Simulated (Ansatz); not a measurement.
**Run report: ZrN, geometry relaxation**

ZrN (2 atoms in the cell), computed with DFT LDA, scalar-relativistic, plane waves, PAW, no spin polarisation (Ansatz 0.2.0).

The structure derives from an entry of the Crystallography Open Database. It belongs to a series of runs on one base structure; here: cell and atoms relaxed tightly for response. Figures and captions count atoms from 1; the log counts them from 0 in places.

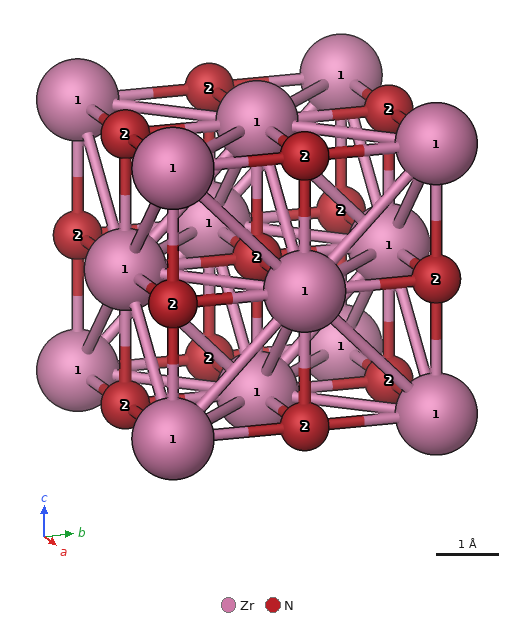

The starting structure (ball-and-stick view of the cell 4 times as large as that of the calculation, set on its symmetry axes, seen slightly off an axis; atoms are numbered from 1 in the order of the input). Near neighbours in the crystal (not all of them lie inside the picture): Zr has 6 N at 2.26 Å and 12 Zr at 3.20 Å; N has 6 Zr at 2.26 Å.

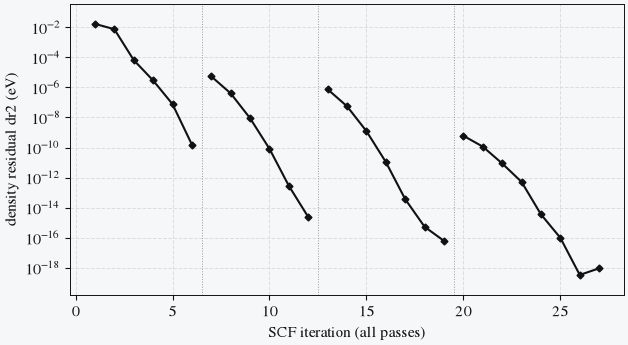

Convergence of the self-consistent field: density residual dr2 against the SCF iteration. The dotted lines part the SCF passes of the relaxation: geometry steps, rejected trials and re-solves on a re-selected basis. The passes take 6, 6, 7 and 8 iterations.

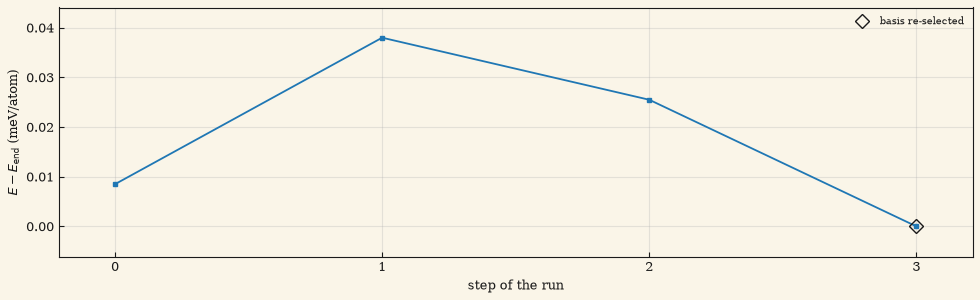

Progress of the relaxation, step by step (the first geometry is step 0 here and step 1 in the log). The energy rises by next to nothing (0.0 meV per atom) in 2 geometry steps. All forces vanish by symmetry, so only the cell relaxes. The pressure goes from 0.16 to 0.00 GPa. No atom moves by more than 0.005 Å. The lattice vectors keep their values. The space group stays Fm-3m (No. 225). A last SCF at the same geometry on a re-selected plane-wave basis shifts the energy by next to nothing (0.0 meV per atom).

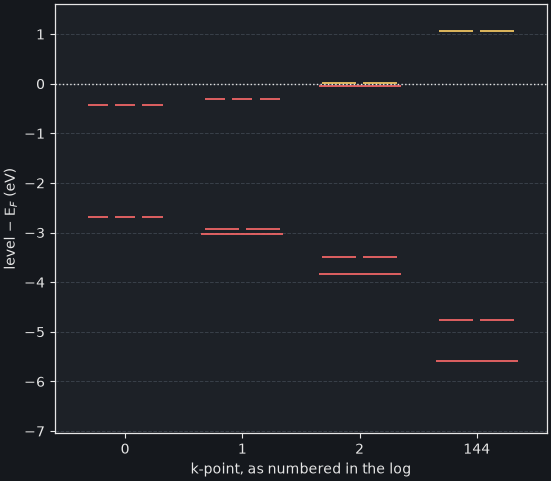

Kohn–Sham levels near the Fermi level (dotted) at the few k-points that the log prints; levels within 0.02 eV of each other stand side by side. The system is metallic on the full mesh.

These pictures come from the run below.

The input:
```yaml
crystal:
  lattice:
    - [0.0, 2.2622778575, 2.2622778575]
    - [2.2622778575, 0.0, 2.2622778575]
    - [2.2622778575, 2.2622778575, 0.0]
  atoms:
    - { symbol: Zr, position: [0.0, 0.0, 0.0] }
    - { symbol: "N", position: [0.5, 0.5, 0.5] }
basis:
  ecutwfc: 420
kpoints:
  mp_grid: { grid: [16, 16, 16] }
hamiltonian:
  xc: lda
scf:
  occupations: { method: fermi_dirac, width: 0.15 }
output:
  forces: true
  stress: true
  eigenvalues: true
relax:
  adjacent_minimum: "off"
  f_tol: 0.001
  max_steps: 60
  cell: { stress_tol: 0.01 }
```

Run as:
```bash
ansatz run input.yaml --threads 1 --pin off --max-ram 3072MiB --backend cpu --events-out ev --progress --plain --runs-dir out
```

What the program printed:
```
Engine: ansatz 0.2.0, x86_64-unknown-linux-gnu
Pseudopotentials: kind: paw
Pseudopotential: Zr, paw, valence charge 12, recommended cutoff 420 eV (normal), Zr.paw.azcp
Pseudopotential: N, paw, valence charge 5, recommended cutoff 420 eV (normal), N.paw.azcp
Functional definition: SPW92
  exchange = slater_x
  correlation = pw_c
Crystal: 2 atoms, lattice volume = 23.156 Å³
Basis set: ecut = 420 eV, 459 PW (Γ)
Bands: 13, of which v1, the nominal top of the filled ones, is band 9 counted from 1 (8 counted from 0)
Symmetry: 48 space group operations
Space group: Fm-3m (ITA 225), of the structure as read, at distance tolerance 2.9e-5 Å
k-points: 145 of 4096
Non-local potential: Zr, projectors of the file, l = 0: 3, l = 1: 2, l = 2: 2, l = 3: 2
Non-local potential: N, projectors of the file, l = 0: 2, l = 1: 2, l = 2: 1
PAW form: soft (Blöchl's): semilocal exchange-correlation on the pseudo side does not see the compensation charge
PAW frozen core: Zr, regenerated for the run's functional, and the local potential with it (the file was generated under x = pbe(κ = 0.804, μ = 0.2195149727645171), c = pbe(β = 0.06672455060314922))
PAW frozen core: N, regenerated for the run's functional, and the local potential with it (the file was generated under x = pbe(κ = 0.804, μ = 0.2195149727645171), c = pbe(β = 0.06672455060314922))
PAW one-centre angular grid: Zr, 590 points (default); XC on 64 Gauss nodes
PAW one-centre angular grid: N, 110 points (default); XC on 64 Gauss nodes
Initial density: superposition of atomic densities (neutral atoms: chi_scale 0, normalization atom), corrected by the library's trained network
Initial wavefunctions: pseudopotential atomic-orbital guess
Functional: x = slater, c = lda
SCF iter   1: F=—  HF=-4455.369914 eV  |F-HF|=—  |Δ(HF+E_count)|=         —  Δρ=8.77e-3  dr2=1.70e-2  ethr=1.77e-3  ⟨swp⟩=5.0  Hψ=9094  notcnv=0
preconditioner: auto → none  [metal: Δε(μ)=0.014 eV  Ē_g=19.004 eV  σ=0.150 eV  W_gap=0.02  n_scr=8 (ndim 8)  ℏωp=29.9 eV  f_vac=0.000  D(μ)=0.62/eV (n_scr^D=0)  sad-step TF]
SCF iter   2: F=—  HF=-4455.367673 eV  |F-HF|=—  |Δ(HF+E_count)|=   2.24e-3  Δρ=5.52e-3  dr2=7.53e-3  ethr=9.99e-5  ⟨swp⟩=1.0  Hψ=3045  notcnv=0
SCF iter   3: F=—  HF=-4455.366064 eV  |F-HF|=—  |Δ(HF+E_count)|=   1.61e-3  Δρ=8.02e-4  dr2=6.63e-5  ethr=4.43e-5  ⟨swp⟩=2.2  Hψ=2309  notcnv=0
SCF iter   4: F=—  HF=-4455.366035 eV  |F-HF|=—  |Δ(HF+E_count)|=   2.86e-5  Δρ=1.31e-4  dr2=2.92e-6  ethr=3.90e-7  ⟨swp⟩=2.2  Hψ=3134  notcnv=0
iter 5 did not close the SCF: its close was put off for the readings that it lacked (scf_convergence_deferred on its scf_iter line)
SCF iter   5: F=-4455.366034 eV  HF=-4455.366034 eV  |F-HF|=5.55e-8  |Δ(HF+E_count)|=   1.18e-6  Δρ=2.42e-5  dr2=7.75e-8  ethr=1.72e-8  ⟨swp⟩=2.9  Hψ=3250  notcnv=0
SCF iter   6: F=-4455.366034 eV  HF=-4455.366034 eV  |F-HF|=7.37e-11  |Δ(HF+E_count)|=   3.18e-8  Δρ=1.71e-6  dr2=1.57e-10  ethr=4.56e-10  ⟨swp⟩=2.2  Hψ=6857  notcnv=0
SCF 1 converged in 6 iterations: F = -4455.366034 eV  dr2 = 1.57e-10
  greatest PAW one-centre occupation: 0.997 electrons in one spin orbital (limit 2), on the Zr atom at site 0 (counted from 0), in its partial waves of l = 0
relax step   1: F+E_penalty+E_count = -4455.36603398 eV  Δ(F+E_penalty+E_count) = +0.000e0 eV  max|allowed force component| = 7.165e-30 eV/Å  Δτ_max = 0.0000 Å  P = +0.158 GPa  Ω = 23.156 Å³  (6 SCF iters, dr2 threshold 1.00e-7 eV, accepted)
Crystal: 2 atoms, lattice volume = 23.176 Å³
Initial density: handed on by an earlier stage of this run
Initial wavefunctions: those handed on with the density
iter 1 solved again at ethr=3.46e-8 eV; its pass at ethr=3.10e-3 eV (dr2=5.88e-6 eV) is discarded
SCF iter   1: F=—  HF=-4455.365976 eV  |F-HF|=—  |Δ(HF+E_count)|=         —  Δρ=1.48e-4  dr2=5.42e-6  ethr=3.46e-8  ⟨swp⟩=1.0  Hψ=9989  notcnv=0
preconditioner: auto → none  [metal: Δε(μ)=0.019 eV  Ē_g=19.016 eV  σ=0.150 eV  W_gap=0.03  n_scr=8 (ndim 8)  ℏωp=29.9 eV  f_vac=0.000  D(μ)=0.62/eV (n_scr^D=0)]
SCF iter   2: F=—  HF=-4455.365975 eV  |F-HF|=—  |Δ(HF+E_count)|=   1.21e-6  Δρ=3.62e-5  dr2=4.04e-7  ethr=3.19e-8  ⟨swp⟩=2.1  Hψ=2221  notcnv=0
iter 3 did not close the SCF: its close was put off for the readings that it lacked (scf_convergence_deferred on its scf_iter line)
SCF iter   3: F=-4455.365975 eV  HF=-4455.365975 eV  |F-HF|=5.60e-9  |Δ(HF+E_count)|=   9.64e-8  Δρ=6.58e-6  dr2=8.91e-9  ethr=2.37e-9  ⟨swp⟩=2.0  Hψ=2211  notcnv=0
iter 4 did not close the SCF: its close was put off for the readings that it lacked (scf_convergence_deferred on its scf_iter line)
SCF iter   4: F=-4455.365975 eV  HF=-4455.365975 eV  |F-HF|=1.18e-11  |Δ(HF+E_count)|=   2.05e-9  Δρ=8.60e-7  dr2=8.24e-11  ethr=5.24e-11  ⟨swp⟩=2.2  Hψ=2448  notcnv=0
iter 5 did not close the SCF: its close was put off for the readings that it lacked (scf_convergence_deferred on its scf_iter line)
SCF iter   5: F=-4455.365975 eV  HF=-4455.365975 eV  |F-HF|=0.00e0  |Δ(HF+E_count)|=  5.46e-12  Δρ=6.09e-8  dr2=2.82e-13  ethr=1.00e-12  ⟨swp⟩=1.8  Hψ=2289  notcnv=0
SCF iter   6: F=-4455.365975 eV  HF=-4455.365975 eV  |F-HF|=0.00e0  |Δ(HF+E_count)|=    0.00e0  Δρ=6.61e-9  dr2=2.36e-15  ethr=1.00e-12  ⟨swp⟩=1.0  Hψ=4350  notcnv=0
SCF 2 converged in 6 iterations: F = -4455.365975 eV  dr2 = 2.36e-15
relax step   2: F+E_penalty+E_count = -4455.36597470 eV  Δ(F+E_penalty+E_count) = +5.929e-5 eV  max|allowed force component| = 3.616e-30 eV/Å  Δτ_max = 0.0000 Å  P = -0.093 GPa  Ω = 23.176 Å³  energy of the carried Pulay correction = -6.334e-5 eV  (6 SCF iters, dr2 threshold 6.22e-8 eV, accepted)
Crystal: 2 atoms, lattice volume = 23.169 Å³
iter 1 solved again at ethr=4.78e-9 eV; its pass at ethr=3.10e-3 eV (dr2=8.12e-7 eV) is discarded
SCF iter   1: F=—  HF=-4455.366001 eV  |F-HF|=—  |Δ(HF+E_count)|=         —  Δρ=5.52e-5  dr2=7.50e-7  ethr=4.78e-9  ⟨swp⟩=1.0  Hψ=9989  notcnv=0
preconditioner: auto → none  [metal: Δε(μ)=0.018 eV  Ē_g=19.019 eV  σ=0.150 eV  W_gap=0.03  n_scr=8 (ndim 8)  ℏωp=29.9 eV  f_vac=0.000  D(μ)=0.62/eV (n_scr^D=0)]
SCF iter   2: F=—  HF=-4455.366000 eV  |F-HF|=—  |Δ(HF+E_count)|=   1.68e-7  Δρ=1.34e-5  dr2=5.58e-8  ethr=4.41e-9  ⟨swp⟩=2.1  Hψ=2220  notcnv=0
iter 3 did not close the SCF: its close was put off for the readings that it lacked (scf_convergence_deferred on its scf_iter line)
SCF iter   3: F=-4455.366000 eV  HF=-4455.366000 eV  |F-HF|=7.86e-10  |Δ(HF+E_count)|=   1.33e-8  Δρ=2.42e-6  dr2=1.23e-9  ethr=3.28e-10  ⟨swp⟩=2.0  Hψ=2217  notcnv=0
iter 4 did not close the SCF: its close was put off for the readings that it lacked (scf_convergence_deferred on its scf_iter line)
SCF iter   4: F=-4455.366000 eV  HF=-4455.366000 eV  |F-HF|=1.82e-12  |Δ(HF+E_count)|=  2.88e-10  Δρ=3.15e-7  dr2=1.09e-11  ethr=7.24e-12  ⟨swp⟩=2.2  Hψ=2539  notcnv=0
iter 5 did not close the SCF: its close was put off for the readings that it lacked (scf_convergence_deferred on its scf_iter line)
SCF iter   5: F=-4455.366000 eV  HF=-4455.366000 eV  |F-HF|=0.00e0  |Δ(HF+E_count)|=  9.09e-13  Δρ=2.23e-8  dr2=3.64e-14  ethr=1.00e-12  ⟨swp⟩=1.0  Hψ=1885  notcnv=0
iter 6 did not close the SCF: its close was put off for the readings that it lacked (scf_convergence_deferred on its scf_iter line)
SCF iter   6: F=-4455.366000 eV  HF=-4455.366000 eV  |F-HF|=9.09e-13  |Δ(HF+E_count)|=    0.00e0  Δρ=4.02e-9  dr2=5.29e-16  ethr=1.00e-12  ⟨swp⟩=1.0  Hψ=1885  notcnv=0
SCF iter   7: F=-4455.366000 eV  HF=-4455.366000 eV  |F-HF|=0.00e0  |Δ(HF+E_count)|=  9.09e-13  Δρ=6.96e-10  dr2=6.12e-17  ethr=1.00e-12  ⟨swp⟩=1.0  Hψ=4350  notcnv=0
SCF 3 converged in 7 iterations: F = -4455.366000 eV  dr2 = 6.12e-17
relax step   3: F+E_penalty+E_count = -4455.36600043 eV  Δ(F+E_penalty+E_count) = -2.573e-5 eV  max|allowed force component| = 3.632e-30 eV/Å  Δτ_max = 0.0000 Å  P = -0.000 GPa  Ω = 23.169 Å³  energy of the carried Pulay correction = -3.980e-5 eV  (7 SCF iters, dr2 threshold 2.17e-8 eV, accepted)
Initial wavefunctions: pseudopotential atomic-orbital guess (no wavefunctions were taken with the density)
iter 1 solved again at ethr=3.27e-8 eV; its pass at ethr=3.10e-3 eV (dr2=5.56e-6 eV) is discarded
SCF iter   1: F=—  HF=-4455.366051 eV  |F-HF|=—  |Δ(HF+E_count)|=         —  Δρ=4.13e-6  dr2=6.06e-10  ethr=3.27e-8  ⟨swp⟩=3.4  Hψ=15210  notcnv=0
eigensolver tolerance schedule: the retry pair's looser diagonalisation over-reported the residual by 9174.06 of it (diagonalisation noise at 0.11 of the residual, at the tolerance the schedule requests for it); recorded, not acted on — ethr = c·dr2/N_el stays at c = 1.0e-1
SCF iter   2: F=—  HF=-4455.366051 eV  |F-HF|=—  |Δ(HF+E_count)|=   4.98e-8  Δρ=1.91e-6  dr2=1.15e-10  ethr=3.56e-12  ⟨swp⟩=2.9  Hψ=3551  notcnv=0
SCF iter   3: F=—  HF=-4455.366051 eV  |F-HF|=—  |Δ(HF+E_count)|=  5.46e-11  Δρ=2.81e-7  dr2=8.70e-12  ethr=6.79e-13 (applied; sched 1.00e-12)  ⟨swp⟩=2.1  Hψ=2699  notcnv=0
iter 4 did not close the SCF: its close was put off for the readings that it lacked (scf_convergence_deferred on its scf_iter line)
SCF iter   4: F=-4455.366051 eV  HF=-4455.366051 eV  |F-HF|=0.00e0  |Δ(HF+E_count)|=  1.82e-12  Δρ=8.38e-8  dr2=5.16e-13  ethr=5.12e-14 (applied; sched 1.00e-12)  ⟨swp⟩=2.5  Hψ=3021  notcnv=0
iter 5 did not close the SCF: its close was put off for the readings that it lacked (scf_convergence_deferred on its scf_iter line)
SCF iter   5: F=-4455.366051 eV  HF=-4455.366051 eV  |F-HF|=9.09e-13  |Δ(HF+E_count)|=  9.09e-13  Δρ=3.96e-9  dr2=3.57e-15  ethr=4.71e-15 (applied; sched 1.00e-12)  ⟨swp⟩=2.4  Hψ=2913  notcnv=0
iter 6 did not close the SCF: its close was put off for the readings that it lacked (scf_convergence_deferred on its scf_iter line)
SCF iter   6: F=-4455.366051 eV  HF=-4455.366051 eV  |F-HF|=0.00e0  |Δ(HF+E_count)|=  9.09e-13  Δρ=8.02e-10  dr2=9.74e-17  ethr=4.71e-15 (applied; sched 1.00e-12)  ⟨swp⟩=1.0  Hψ=1885  notcnv=0
iter 7 did not close the SCF: its close was put off for the readings that it lacked (scf_convergence_deferred on its scf_iter line)
SCF iter   7: F=-4455.366051 eV  HF=-4455.366051 eV  |F-HF|=1.82e-12  |Δ(HF+E_count)|=    0.00e0  Δρ=7.52e-11  dr2=3.32e-19  ethr=4.71e-15 (applied; sched 1.00e-12)  ⟨swp⟩=1.0  Hψ=1885  notcnv=0
SCF iter   8: F=-4455.366051 eV  HF=-4455.366051 eV  |F-HF|=9.09e-13  |Δ(HF+E_count)|=    0.00e0  Δρ=6.13e-11  dr2=9.13e-19  ethr=1.00e-12  ⟨swp⟩=1.1  Hψ=4368  notcnv=0
SCF 4 converged in 8 iterations: F = -4455.366051 eV  dr2 = 9.13e-19
relax step   4: F+E_penalty+E_count = -4455.36605092 eV  Δ(F+E_penalty+E_count) = -5.049e-5 eV  max|allowed force component| = 3.123e-30 eV/Å  Δτ_max = 0.0000 Å  P = +0.003 GPa  Ω = 23.169 Å³  stress off target by 2.63e-3 GPa  SCF on the basis re-selected at this cell (its energy is not comparable with the rows above)  (8 SCF iters)
basis re-selected at this cell: Δ(F+E_penalty+E_count) = -5.049e-5 eV, ΔP = +0.003 GPa vs the last step (what re-selecting the basis moved, of the pressure what is left beyond the Pulay correction that the steps carried, after the strain that the cell walked since its last selection, with what the two solves' SCF thresholds leave and, on support functions, any second-order correction that the steps lacked; it is no measure of the basis error at this ecutwfc). This SCF's stress stands 2.63e-3 GPa from its target on what of the cell is left free (relax.cell.stress_tol is 1.00e-2 GPa) and its largest allowed force component is 3.12e-30 eV/Å (relax.f_tol is 1.00e-3 eV/Å): within both
SCF converged after 8 iterations
Free energy (F): -4455.366051 eV
Harris-Foulkes:  -4455.366051 eV  (|F-HF|=9.09e-13)
Internal energy: -4455.320248 eV  (E = F + TS)
E sigma→0 (E₀):  -4455.343149 eV
Entropy (-TS):   -0.045803 eV (-22.902 meV/atom)
Fermi energy:    18.090274 eV
--- Per-component energies (eV) ---
  E_band       = -17.403215
  E_kinetic    = 470.026440
  E_local      = -605.263717  (includes V_loc(G=0)·N_el)
  E_nonlocal   = 128.785599
  E_hartree    = 181.310117
  E_xc         = -223.180636
  E_vxc        = -270.841781  (∫ρ·V_xc dr)
  E_paw        = -2966.635978  (= ΣΔE_a)
  E_vpaw       = -102.730102  (= ΣTr[D̂ρ^β])
  E_aug_tail   = 0.000113  (compensation charges beyond the density's cutoff)
  E_ewald      = -1440.812630
  E_core_change = 0.450445  (= ΣΔE_core)
  E_smearing   = -0.045803  (= −TS)
  E_closure    = 0.000000  (closes the sum)
  Σ components = -4455.366051   (vs F -4455.366051, Δ=0.00e0)
--- Forces (eV/Å), atoms counted from 1 ---
  atom   1  Zr    -0.00000000     0.00000000     0.00000000
  atom   2  N      0.00000000     0.00000000     0.00000000
  max |Σ_I F_I| component: 5.62e-30 eV/Å
--- Stress (GPa, compression-positive) ---
        0.002630      -0.000000      -0.000000
       -0.000000       0.002630       0.000000
       -0.000000      -0.000000       0.002630
  P = ⅓ Tr σ = 0.0026 GPa (0.026 kbar)
--- Band table (eV; the first three rows and the last of 145) ---
  k-point 0: bands = ["-31.2182", "-8.8414", "-8.8414", "-8.8414", "1.8714", "15.4097", "15.4097", "15.4097", "17.6523", "17.6523", "17.6523", "19.7479", "19.7479"]
  k-point 1: bands = ["-31.2118", "-8.9000", "-8.8455", "-8.8455", "1.9618", "15.0553", "15.1580", "15.1580", "17.7813", "17.7813", "17.7871", "20.0621", "20.0621"]
  k-point 2: bands = ["-31.1935", "-9.0631", "-8.8572", "-8.8572", "2.2179", "14.2487", "14.5910", "14.5910", "18.0449", "18.1125", "18.1125", "20.8613", "20.8613"]
  k-point 144: bands = ["-30.9906", "-9.5952", "-9.5952", "-9.3333", "3.0802", "12.5124", "13.3375", "13.3375", "19.1612", "19.1612", "22.9354", "23.1352", "24.3521"]
--- Relaxed structure (3 steps of the walk, 3 accepted, 1 SCFs on fresh bases) ---
  F+E_penalty+E_count = -4455.36605092 eV   max|allowed force component| = 3.123e-30 eV/Å   (the final SCF, on the basis selected at the relaxed cell)
  cell:  # Å, volume = 23.1689 Å³
    - [1.0190744065791182e-33, 2.2626914552457795, 2.2626914552457795]
    - [2.2626914552457795, 2.4967322961188394e-33, 2.2626914552457795]
    - [2.2626914552457795, 2.2626914552457795, 2.8024546180925746e-33]
  atoms:
    - { symbol: Zr, position: [-2.4248304802951412e-37, 2.7712348346269705e-37, 2.7712348346278525e-37] }
    - { symbol: N, position: [0.5, 0.5, 0.5] }
```

Trajectory as extended XYZ (Å, eV, eV/Å), 4 frames, from step=1 to step=4:
```
2
Lattice="0.0000 2.2623 2.2623 2.2623 0.0000 2.2623 2.2623 2.2623 0.0000" Properties=species:S:1:pos:R:3:forces:R:3 step=1 energy=-4455.36603 pressure_GPa=0.16
Zr    0.0000    0.0000    0.0000    0.0000   0.0000   0.0000
N     2.2623    2.2623    2.2623    0.0000   0.0000   0.0000
2
Lattice="0.0000 2.2629 2.2629 2.2629 0.0000 2.2629 2.2629 2.2629 0.0000" Properties=species:S:1:pos:R:3:forces:R:3 step=2 energy=-4455.36597 pressure_GPa=-0.09
Zr    0.0000    0.0000    0.0000    0.0000   0.0000   0.0000
N     2.2629    2.2629    2.2629    0.0000   0.0000   0.0000
2
Lattice="0.0000 2.2627 2.2627 2.2627 0.0000 2.2627 2.2627 2.2627 0.0000" Properties=species:S:1:pos:R:3:forces:R:3 step=3 energy=-4455.36600 pressure_GPa=-0.00
Zr    0.0000    0.0000    0.0000    0.0000   0.0000   0.0000
N     2.2627    2.2627    2.2627    0.0000   0.0000   0.0000
2
Lattice="0.0000 2.2627 2.2627 2.2627 0.0000 2.2627 2.2627 2.2627 0.0000" Properties=species:S:1:pos:R:3:forces:R:3 step=4 energy=-4455.36605 pressure_GPa=0.00
Zr    0.0000    0.0000    0.0000    0.0000   0.0000   0.0000
N     2.2627    2.2627    2.2627    0.0000   0.0000   0.0000
```

Summary:

```csv
quantity,value
outcome,converged
space group (tolerance 0.01 Å),Fm-3m (225)
electrons treated,17
free energy,−4455.3661 eV
Fermi energy,18.090 eV
gap on the k-point mesh,none (metallic)
pressure,0.00 GPa
final volume,23.17 Å³
largest force (length of the vector) at the end,under 0.001 eV/Å
final cell,"a = 3.200 Å, b = 3.200 Å, c = 3.200 Å, α = 60.00°, β = 60.00°, γ = 60.00°"
hardware,"1 thread of Intel Xeon @ 2.50GHz (Skylake/Cascade Lake), 12 GiB of memory available, shared host"
wall time,20 s
peak memory,0.41 GiB
```

Results for this metal are sensitive to the k-point mesh. The cell holds an odd number of electrons but the run has no spin polarisation, so it comes out as a metal.
